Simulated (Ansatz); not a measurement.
Run report: Li, nudged elastic band (part 2 of 2)

Continued. System: Li (defect cell, 17 atoms in the cell). Method: DFT PBE, scalar-relativistic, plane waves, PAW, no spin polarisation (Ansatz 0.2.0); cutoff 420 eV, 3×3×3 k-mesh, Gaussian smearing of 0.1 eV. The run did not end well. One setting was made poor on purpose. It belongs to a series of runs on one base structure; here: band between the two ends.

Geometry of the input (Å; fractional positions):
```
6.9800  0.0000  0.0000
0.0000  6.9800  0.0000
0.0000  0.0000  6.9800
Li 0.0000  0.0000  0.0000
Li 0.5000  0.0000  0.0000
Li 0.0000  0.5000  0.0000
Li 0.0000  0.0000  0.5000
Li 0.2500  0.2500  0.2500
Li 0.5000  0.5000  0.0000
Li 0.5000  0.0000  0.5000
Li 0.7500  0.2500  0.2500
Li 0.0000  0.5000  0.5000
Li 0.2500  0.7500  0.2500
Li 0.2500  0.2500  0.7500
Li 0.5000  0.5000  0.5000
Li 0.7500  0.7500  0.2500
Li 0.7500  0.2500  0.7500
Li 0.2500  0.7500  0.7500
Li 0.7500  0.7500  0.7500
Li 0.2571  -0.0010  0.3799
```

What the program printed, continued:
```
NEB iter  39: max|band force component| = 7.385e0 eV/Å  barrier→ = -0.4841 eV  barrier← = -0.4801 eV  CI = image 2  Δτ_max = 0.2000 Å  (18 SCF iters)
NEB image 1
NEB image 2
NEB image 3
NEB iter  40: max|band force component| = 5.894e0 eV/Å  barrier→ = -0.3203 eV  barrier← = -0.3162 eV  CI = image 2  Δτ_max = 0.2000 Å  (17 SCF iters)
NEB image 1
NEB image 2
NEB image 3
NEB iter  41: max|band force component| = 4.080e0 eV/Å  barrier→ = -0.3053 eV  barrier← = -0.3012 eV  CI = image 2  Δτ_max = 0.2000 Å  (17 SCF iters)
NEB image 1
NEB image 2
NEB image 3
NEB iter  42: max|band force component| = 1.966e0 eV/Å  barrier→ = -0.3484 eV  barrier← = -0.3443 eV  CI = image 2  Δτ_max = 0.1985 Å  (17 SCF iters)
NEB image 1
NEB image 2
NEB image 3
NEB iter  43: max|band force component| = 1.316e0 eV/Å  barrier→ = -0.4185 eV  barrier← = -0.4144 eV  CI = image 2  Δτ_max = 0.1998 Å  (17 SCF iters)
NEB image 1
NEB image 2
NEB image 3
NEB iter  44: max|band force component| = 4.620e-1 eV/Å  barrier→ = -0.5199 eV  barrier← = -0.5158 eV  CI = image 2  Δτ_max = 0.1982 Å  (17 SCF iters)
NEB image 1
NEB image 2
NEB image 3
NEB iter  45: max|band force component| = 3.812e-1 eV/Å  barrier→ = -0.5875 eV  barrier← = -0.5835 eV  CI = image 2  Δτ_max = 0.1973 Å  (17 SCF iters)
NEB image 1
NEB image 2
NEB image 3
NEB iter  46: max|band force component| = 4.098e-1 eV/Å  barrier→ = -0.7167 eV  barrier← = -0.7126 eV  CI = image 2  Δτ_max = 0.1967 Å  (17 SCF iters)
NEB image 1
NEB image 2
NEB image 3
NEB iter  47: max|band force component| = 3.800e-1 eV/Å  barrier→ = -0.9059 eV  barrier← = -0.9018 eV  CI = image 2  Δτ_max = 0.1987 Å  (17 SCF iters)
NEB image 1
NEB image 2
NEB image 3
NEB iter  48: max|band force component| = 2.400e-1 eV/Å  barrier→ = -1.2071 eV  barrier← = -1.2031 eV  CI = image 2  Δτ_max = 0.1996 Å  (17 SCF iters)
NEB image 1
NEB image 2
NEB image 3
NEB iter  49: max|band force component| = 2.649e-1 eV/Å  barrier→ = -1.3507 eV  barrier← = -1.3466 eV  CI = image 2  Δτ_max = 0.1982 Å  (15 SCF iters)
NEB image 1
preconditioner: auto → Kerker (q_TF=auto, 1.989 Å⁻¹)  [metal: Δε(μ)=0.030 eV  Ē_g=4.022 eV  σ=0.100 eV  W_gap=0.16  n_scr=32 (ndim 8)  ℏωp=8.3 eV  f_vac=0.000  D(μ)=6.59/eV (n_scr^D=32)]
NEB image 2
preconditioner: auto → Resta (q_TF=auto, 1.989 Å⁻¹)  ε∞=5.3  [insulator: Δε(μ)=0.222 eV  Ē_g=3.993 eV  σ=0.100 eV  W_gap=0.66  n_scr=32 (ndim 8)  ℏωp=8.3 eV  f_vac=0.000  D(μ)=3.56/eV (n_scr^D=18)  ε∞_Penn≈5.3]
NEB image 3
[...]
SCF iter   1: F=—  HF=-3479.073674 eV  |F-HF|=—  |Δ(HF+E_count)|=         —  Δρ=2.28e-4  dr2=7.21e-4  ethr=1.37e-6  ⟨swp⟩=2.0  Hψ=2463  notcnv=0
preconditioner: auto → Kerker (q_TF=auto, 1.989 Å⁻¹)  [metal: Δε(μ)=0.061 eV  Ē_g=4.022 eV  σ=0.100 eV  W_gap=0.32  n_scr=32 (ndim 8)  ℏωp=8.3 eV  f_vac=0.000  D(μ)=5.98/eV (n_scr^D=26)]
SCF iter   2: F=—  HF=-3479.073589 eV  |F-HF|=—  |Δ(HF+E_count)|=   8.52e-5  Δρ=1.47e-4  dr2=3.09e-4  ethr=1.37e-6  ⟨swp⟩=1.0  Hψ=602  notcnv=0
SCF iter   3: F=—  HF=-3479.073531 eV  |F-HF|=—  |Δ(HF+E_count)|=   5.73e-5  Δρ=2.00e-5  dr2=2.18e-6  ethr=6.05e-7  ⟨swp⟩=1.6  Hψ=613  notcnv=0
SCF iter   4: F=—  HF=-3479.073558 eV  |F-HF|=—  |Δ(HF+E_count)|=   2.68e-5  Δρ=4.23e-6  dr2=1.85e-7  ethr=4.27e-9  ⟨swp⟩=2.0  Hψ=970  notcnv=0
SCF iter   5: F=-3479.073558 eV  HF=-3479.073558 eV  |F-HF|=2.08e-9  |Δ(HF+E_count)|=   1.31e-8  Δρ=8.84e-7  dr2=5.86e-9  ethr=1.96e-10  ⟨swp⟩=3.4  Hψ=1386  notcnv=0
SCF 152 converged in 5 iterations: F = -3479.073558 eV  dr2 = 5.86e-9
NEB iter  50: max|band force component| = 2.490e-1 eV/Å  barrier→ = -1.4253 eV  barrier← = -1.4212 eV  CI = image 2  Δτ_max = 0.1952 Å  (17 SCF iters)
```

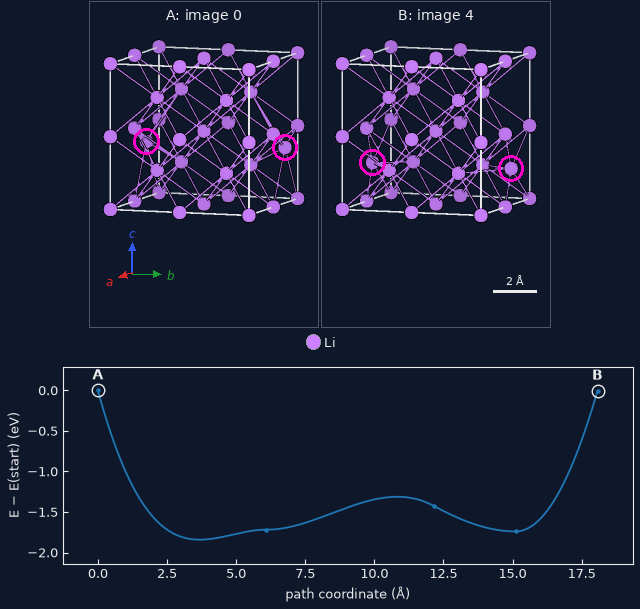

Fig. 1: Images of the last band (counted from 0; ball-and-stick, simulation cell, seen slightly off an axis), with the moving atom and its periodic copies ringed, above the energy along the path; the line is a cubic interpolation that uses the forces. No image lies above both ends; the end is 0.004 eV below the start. A local maximum stands at image 2, −1.425 eV from the start. The path is 18.07 Å long, and Li17 moves most (1.25 Å). The band had not converged after 50 iterations. The end points carry forces over 0.1 eV/Å, so they aren't fully relaxed minima and the barriers are approximate.

```
Step failed. What follows is not a result of the run: it is the report of the last solve that finished, which converged after 5 SCF iterations.
Free energy (F): -3479.073558 eV
Harris-Foulkes:  -3479.073558 eV  (|F-HF|=2.08e-9)
Internal energy: -3479.043786 eV  (E = F + TS)
E sigma→0 (E₀):  -3479.058672 eV
Entropy (-TS):   -0.029773 eV (-1.751 meV/atom)
Fermi energy:    1.003483 eV
--- Per-component energies (eV) ---
  E_band       = -1552.241370
  E_kinetic    = 361.549859
  E_local      = -2255.268171  (includes V_loc(G=0)·N_el)
  E_nonlocal   = -564.979259
  E_hartree    = 671.136922
  E_xc         = -171.634535
  E_vxc        = -220.959952  (∫ρ·V_xc dr)
  E_paw        = -357.253924  (= ΣΔE_a)
  E_vpaw       = -214.858065  (= ΣTr[D̂ρ^β])
  E_aug_tail   = 0.000196  (compensation charges beyond the density's cutoff)
  E_ewald      = -1162.594874
  E_smearing   = -0.029773  (= −TS)
  E_closure    = -0.000000  (closes the sum)
  Σ components = -3479.073558   (vs F -3479.073558, Δ=0.00e0)
--- Forces (eV/Å), atoms counted from 1 ---
  atom   1  Li    -0.00295185     0.00008226    -0.00144469
  atom   2  Li     0.00518829    -0.00363539    -0.00195982
  atom   3  Li     0.00180072     0.00287056    -0.00122784
  atom   4  Li     0.00001223    -0.00022944    -0.00086409
  atom   5  Li    -0.00226746    -0.00090028    -0.00089740
  atom   6  Li    -0.00185009    -0.00362227     0.00318812
  atom   7  Li    -0.00622567     0.00227128     0.00562251
  atom   8  Li     0.00437090     0.00082522    -0.00380863
  atom   9  Li     0.00336725    -0.00293933    -0.00075269
  atom  10  Li    -0.00014945     0.00735810    -0.00109327
  atom  11  Li    -0.00291593    -0.00337158     0.00342936
  atom  12  Li    -0.00082309    -0.00182486    -0.00363939
  atom  13  Li     0.00047638    -0.00243772     0.00139889
  atom  14  Li    -0.00386063     0.00565908     0.00296512
  atom  15  Li     0.00185045     0.00028610     0.00106184
  atom  16  Li     0.00147403    -0.00160205    -0.00249144
  atom  17  Li     0.00250382     0.00121370     0.00051305
  max |Σ_I F_I| component: 3.39e-6 eV/Å
--- Band table (eV; the first three rows and the last of 14) ---
  k-point 0: bands = ["-45.5843", "-45.5482", "-45.5465", "-45.4966", "-45.4925", "-45.4862", "-45.4819", "-45.4774", "-45.4754", "-45.4742", "-45.4723", "-45.4657", "-45.4609", "-45.4528", "-45.4438", "-45.4284", "-45.4245", "-2.5145", "-0.2631", "-0.2416", "-0.2196", "-0.1772", "-0.1653", "-0.1428", "1.0662", "1.1719", "1.3017", "1.3568", "1.4213", "1.4765", "2.4266", "3.1009", "3.5916", "3.7581", "3.8378", "4.0544", "4.0901", "4.3246", "4.3882", "4.4280", "4.5078", "4.6552", "6.6047"]
  k-point 1: bands = ["-45.5841", "-45.5483", "-45.5466", "-45.4955", "-45.4933", "-45.4862", "-45.4822", "-45.4777", "-45.4759", "-45.4734", "-45.4724", "-45.4656", "-45.4609", "-45.4528", "-45.4438", "-45.4284", "-45.4244", "-2.2606", "-1.4932", "-0.0088", "0.0168", "0.0439", "0.0784", "0.6026", "0.6823", "0.7310", "0.7609", "1.5706", "1.6095", "1.6829", "2.4756", "2.6365", "3.3297", "3.5167", "3.7902", "4.0862", "4.1702", "4.5579", "4.9039", "5.0695", "5.2825", "6.3855", "6.4842"]
  k-point 2: bands = ["-45.5841", "-45.5485", "-45.5464", "-45.4961", "-45.4925", "-45.4865", "-45.4819", "-45.4780", "-45.4761", "-45.4732", "-45.4723", "-45.4656", "-45.4609", "-45.4528", "-45.4437", "-45.4285", "-45.4243", "-2.2606", "-1.4933", "-0.0115", "0.0180", "0.0486", "0.0800", "0.6028", "0.6852", "0.7319", "0.7620", "1.5442", "1.6094", "1.6942", "2.4542", "2.6032", "3.3240", "3.5827", "3.8307", "4.0841", "4.2089", "4.5270", "4.8559", "5.0622", "5.3426", "6.3704", "6.5001"]
  k-point 13: bands = ["-45.5838", "-45.5485", "-45.5465", "-45.4951", "-45.4927", "-45.4864", "-45.4824", "-45.4802", "-45.4767", "-45.4726", "-45.4711", "-45.4655", "-45.4608", "-45.4527", "-45.4437", "-45.4285", "-45.4243", "-1.7523", "-1.0227", "-0.9849", "-0.9720", "-0.2765", "-0.2201", "-0.1829", "0.4849", "1.9345", "2.0112", "2.0574", "2.1377", "2.1500", "2.3736", "3.0541", "3.1409", "3.6299", "3.8882", "4.1698", "4.2921", "4.4496", "4.9802", "5.1319", "5.3624", "5.5067", "6.0948"]
End of that report.
this run last wrote the band of iteration 50 to [file]
Error: NEB band did not converge after 50 iterations: max|band force component| = 2.49e-1 eV/Å (threshold 5.0e-2); raise `neb.max_iterations` in a new run, which can start from the last band evaluated (`neb.initial_path`, with `crystal.atoms` and `neb.final_atoms` set to its first and last images), add images, or start from endpoints closer to local minima. Where this run's directory can be resumed (`checkpoint.write`), a resume goes on for up to `neb.max_iterations` more; to start a new run from the last band, take its images' positions from the `neb_iteration` event of iteration 50 (`data.images[].positions_ang`), in the event stream of the run that computed that iteration (not this run's, if it was resumed behind it). With `checkpoint.write`, `steps/00-neb/state/checkpoint.json` in the run directory holds the last saved band, under `neb.evaluated.images[].positions_ang` (a band under a hybrid functional on support functions is neither saved nor resumed: `neb.initial_path` says where its path is): check the last entry of `neb.iterations` there, which is earlier than 50 if that iteration was not saved or its write failed. If the band's step has no `state` directory and holds `state.next`, a write was cut short, and the file is under `state.next` instead (behind a loss of power it can be under `state.prev`)
this run wrote the band of iteration 50 to [file] as well, whether or not its events were kept: a new run's `neb.initial_path` can list its `images[].positions_ang`
a run's events are kept only if it was started with --events-out <file>, and are in that file
```

The last band as extended XYZ (Å, eV, eV/Å):
```
17
Lattice="6.9800 0.0000 0.0000 0.0000 6.9800 0.0000 0.0000 0.0000 6.9800" Properties=species:S:1:pos:R:3:forces:R:3 image=0 energy=-3477.33365
Li    0.0000    0.0000    0.0000    0.0359  -0.0003   0.0741
Li    3.4900    0.0000    0.0000   -0.0217  -0.0002   0.0640
Li    0.0000    3.4900    0.0000   -0.0392   0.0004   0.0143
Li    0.0000    0.0000    3.4900   -1.4470   0.0066   0.7746
Li    1.7450    1.7450    1.7450   -0.0447   1.4424  -0.8409
Li    3.4900    3.4900    0.0000    0.0320   0.0005   0.0240
Li    3.4900    0.0000    3.4900    1.7094   0.0079   0.9408
Li    5.2350    1.7450    1.7450   -0.0095  -0.0945   0.0398
Li    0.0000    3.4900    3.4900    0.0955   0.0014  -0.0377
Li    1.7450    5.2350    1.7450   -0.0459  -1.4785  -0.8655
Li    1.7450    1.7450    5.2350    0.0014  -0.0201  -0.0612
Li    3.4900    3.4900    3.4900   -0.0910   0.0014  -0.0383
Li    5.2350    5.2350    1.7450   -0.0094   0.0940   0.0400
Li    5.2350    1.7450    5.2350   -0.0034   0.0312  -0.0200
Li    1.7450    5.2350    5.2350    0.0013   0.0178  -0.0594
Li    5.2350    5.2350    5.2350   -0.0035  -0.0303  -0.0214
Li    1.7945   -0.0073    2.6515   -0.1601   0.0202  -0.0273
17
Lattice="6.9800 0.0000 0.0000 0.0000 6.9800 0.0000 0.0000 0.0000 6.9800" Properties=species:S:1:pos:R:3:forces:R:3 image=1 energy=-3479.05182
Li    0.1584    0.5784   -0.2582   -0.0061   0.0254  -0.0247
Li    3.3340    0.5977   -0.3304    0.0153  -0.0185  -0.0019
Li   -1.6453    2.4439    1.2632   -0.0226  -0.0075  -0.0012
Li   -0.0697    0.6599    3.2099    0.0058   0.0057   0.0213
Li    1.8824    2.3369    1.5254   -0.0121   0.0116   0.0102
Li    3.3257    4.1380   -0.2915   -0.0119   0.0123   0.0038
Li    5.4110   -1.2523    5.1679   -0.0106  -0.0288   0.0198
Li    4.0472    0.5641    3.2688   -0.0375   0.0145   0.0243
Li   -0.1258    4.0325    3.2586    0.0266   0.0133  -0.0316
Li    0.4544    4.8686    0.7183    0.0466   0.0400  -0.0159
Li    2.1166    2.0837    4.4678   -0.0185  -0.0182   0.0035
Li    3.6593    4.1610    3.1651   -0.0223   0.0001   0.0091
Li    5.1090    5.9497    1.2965   -0.0181  -0.0367  -0.0048
Li    5.0555    2.3148    5.0796   -0.0361   0.0150   0.0138
Li    1.7612    5.8112    4.8861    0.0058   0.0018  -0.0133
Li    7.3130    3.2611    5.9134    0.0646  -0.0099  -0.0006
Li    2.1014   -0.6744    1.9638    0.0311  -0.0202  -0.0118
17
Lattice="6.9800 0.0000 0.0000 0.0000 6.9800 0.0000 0.0000 0.0000 6.9800" Properties=species:S:1:pos:R:3:forces:R:3 image=2 energy=-3478.75891
Li    0.5871   -0.1041    0.1028   -0.1556  -0.0893  -0.0674
Li    3.1076    0.0888   -0.9759    0.1757   0.0136   0.0479
Li   -0.1761    2.8574    0.0356    0.0788   0.1301  -0.0673
Li    0.4254    0.0421    3.0247   -0.0185   0.0580   0.0258
Li    2.0646    1.8670    1.4320    0.0322  -0.0028   0.0684
Li    2.5963    4.7939    0.6142   -0.0081   0.0635  -0.0093
Li    5.7311    0.7916    5.1891   -0.0818  -0.0152  -0.0182
Li    4.8334    1.0286    1.3060    0.1320   0.1634  -0.1948
Li   -0.8775    2.6254    3.1254   -0.0235  -0.0462  -0.0007
Li    0.6281    4.5529    2.2713    0.0463  -0.1542   0.0674
Li    1.4698    2.1387    4.7594    0.0577  -0.0914  -0.0579
Li    3.5618    3.5965    3.1184    0.0001  -0.0481   0.0314
Li    5.2934    5.2703    0.8953   -0.0301  -0.0519   0.0815
Li    3.9336    2.9677    6.0908    0.0016  -0.1023   0.0206
Li    1.5788    4.9631    4.8752   -0.0257  -0.0147   0.1450
Li    5.7041    4.8181    4.9873   -0.0313   0.2103  -0.0976
Li    3.6404   -0.4213    3.2252   -0.1498  -0.0228   0.0254
17
Lattice="6.9800 0.0000 0.0000 0.0000 6.9800 0.0000 0.0000 0.0000 6.9800" Properties=species:S:1:pos:R:3:forces:R:3 image=3 energy=-3479.07356
Li   -0.0651    0.0452   -0.3430   -0.0030   0.0001  -0.0014
Li    3.2884   -0.1337   -0.1721    0.0052  -0.0036  -0.0020
Li    0.0865    3.2406   -0.3167    0.0018   0.0029  -0.0012
Li    0.1473   -0.0235    3.2934    0.0000  -0.0002  -0.0009
Li    1.7555    1.7102    1.5653   -0.0023  -0.0009  -0.0009
Li    2.9814    3.9713    0.2567   -0.0019  -0.0036   0.0032
Li    4.8737    0.8080    4.3033   -0.0062   0.0023   0.0056
Li    5.1608    1.5875    1.5521    0.0044   0.0008  -0.0038
Li   -0.2559    3.1656    3.4993    0.0034  -0.0029  -0.0008
Li    1.0959    5.0152    1.6891   -0.0001   0.0074  -0.0011
Li    1.9162    1.6693    4.9381   -0.0029  -0.0034   0.0034
Li    3.4726    3.4422    3.2371   -0.0008  -0.0018  -0.0036
Li    5.2791    5.1393    1.4637    0.0005  -0.0024   0.0014
Li    4.5592    2.5265    5.9966   -0.0039   0.0057   0.0030
Li    1.6840    5.0902    4.9637    0.0019   0.0003   0.0011
Li    5.1916    5.1313    5.0696    0.0015  -0.0016  -0.0025
Li    3.1445   -0.5064    2.8533    0.0025   0.0012   0.0005
17
Lattice="6.9800 0.0000 0.0000 0.0000 6.9800 0.0000 0.0000 0.0000 6.9800" Properties=species:S:1:pos:R:3:forces:R:3 image=4 energy=-3477.33772
Li    0.0000    0.0000    0.0000    0.0687   0.0000   0.0281
Li    3.4900    0.0000    0.0000    0.8595  -0.0005  -1.5798
Li    0.0000    3.4900    0.0000    0.0196   0.0000  -0.0352
Li    0.0000    0.0000    3.4900    0.0693   0.0000  -0.0290
Li    1.7450    1.7450    1.7450   -0.8557   1.4676   0.0026
Li    3.4900    3.4900    0.0000   -0.0382  -0.0001   0.0934
Li    3.4900    0.0000    3.4900    0.8501  -0.0005   1.5650
Li    5.2350    1.7450    1.7450   -0.0603  -0.0190  -0.0001
Li    0.0000    3.4900    3.4900    0.0190   0.0000   0.0356
Li    1.7450    5.2350    1.7450   -0.8539  -1.4650   0.0026
Li    1.7450    1.7450    5.2350    0.0399  -0.0943   0.0005
Li    3.4900    3.4900    3.4900   -0.0381  -0.0001  -0.0937
Li    5.2350    5.2350    1.7450   -0.0604   0.0192  -0.0001
Li    5.2350    1.7450    5.2350   -0.0206   0.0310   0.0002
Li    1.7450    5.2350    5.2350    0.0399   0.0944   0.0005
Li    5.2350    5.2350    5.2350   -0.0205  -0.0311   0.0002
Li    2.6493    0.0005    1.7422   -0.0183  -0.0015   0.0090
```

What the run reported:

| quantity | value |
| --- | --- |
| outcome | not converged |
| barrier, forward (band not converged) | −1.425 eV |
| barrier, backward | −1.421 eV |
| wall time | 19 min (CPU time 29 min) |
| peak memory | 1.2 GiB |

The run did not converge: “NEB band did not converge after 50 iterations: max|band force component| = 2.49e-1 eV/Å (threshold 5.0e-2); raise `neb.max_iterations` in a new run, which can start from the last band evaluated (`neb.initial_path`, with `crystal.atoms` and `neb.final_atoms` set to its first and last images), add images, or start from endpoints closer to local minima …” Its last values are not results. A deliberately poor setting: raw ends.
